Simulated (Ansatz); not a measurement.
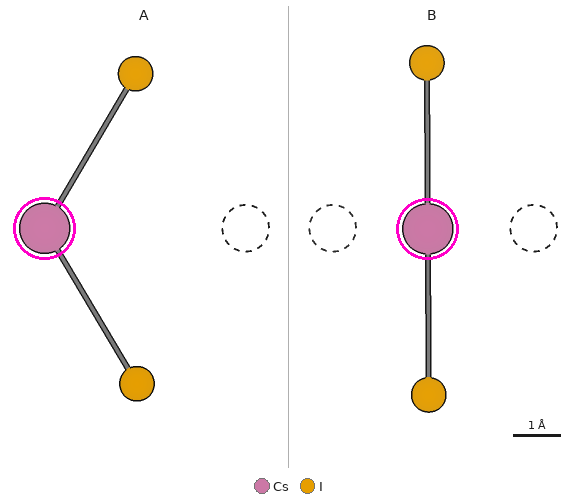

A vacancy jump of caesium in CsI (Pm-3m phase), in a cell of charge −1 (on a uniform background) with 23 atoms, whose images lie 11.0 Å apart. One frame is the relaxed vacancy; in the other the neighbouring Cs atom (ringed) was set half-way along its jump of 4.50 Å and all atoms were relaxed in the symmetry of that start. Dashed circles mark empty sites. The picture is a ball-and-stick view of the slice 3.8 Å thick through the jump, out to 4.7 Å from its middle, seen across the jump.

Computed with DFT PBEsol, scalar-relativistic, plane waves, PAW in Ansatz. (plane-wave cutoff 420 eV; k-point mesh 2 × 2 × 2; occupations gaussian; smearing width 0.05 eV; no spin polarisation; atoms relaxed in a fixed cell; force threshold 0.02 eV/Å).

Question: Which frame is the half-way one, and how far apart are the two in energy?

Answer: Frame B is the half-way start after relaxation. It lies 0.48 eV above the relaxed vacancy. The atom stays half-way, on the straight line. The symmetry of the start was kept and can hold it there, so for a path with one hump at the middle this is the barrier or an upper bound to it. There it has 4 I as nearest neighbours, the closest at 3.52 Å. The gap on the mesh is 3.84 eV with the relaxed vacancy and 3.69 eV half-way.

Limits of the set-up: the cell is charged, on a uniform background, and energies carry no finite-size correction.
